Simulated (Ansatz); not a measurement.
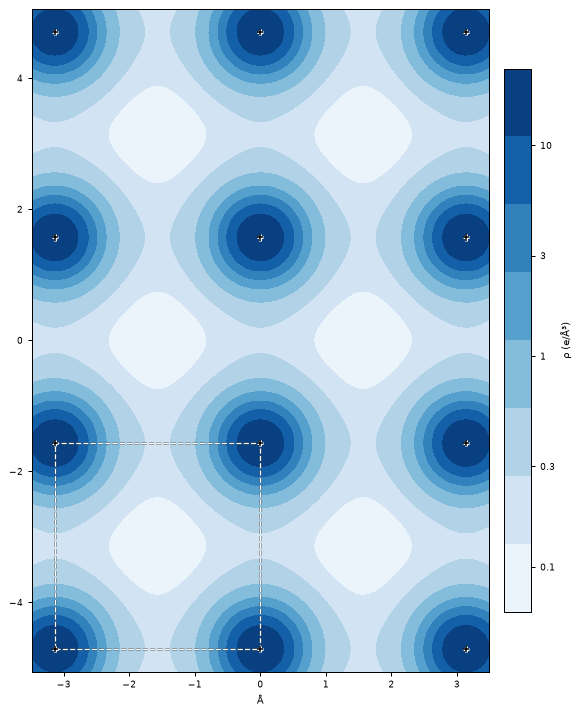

The valence electron density on a plane through atoms (crosses mark nuclei in the plane).

Level of theory: Ansatz, Kohn-Sham DFT of a periodic cell, PBE0, Ansatz PAW.

Candidates:
A. Ge, a = 2.94 Å, b = 5.12 Å, c = 4.66 Å, α = 90.00°, β = 90.00°, γ = 90.00°. Space group Cmcm; a structure from a database of computed crystals, not necessarily the ambient phase; computed pressure about 4 GPa in this cell.
B. Sn, a = 3.79 Å, b = 3.79 Å, c = 3.79 Å, α = 90.00°, β = 90.00°, γ = 90.00°. Space group Im-3m; a structure from a database of computed crystals, not necessarily the ambient phase.
C. Sb, a = 3.14 Å, b = 3.14 Å, c = 3.14 Å, α = 90.00°, β = 90.00°, γ = 90.00°. Space group Pm-3m; computed pressure about −5 GPa in this cell.

Q: Which system is this?

A: Candidate C: Sb on the (100) plane of the conventional cell, which holds Sb. Sb–Sb (3.14 Å): ρ at the midpoint is about 0.24 e/Å³.
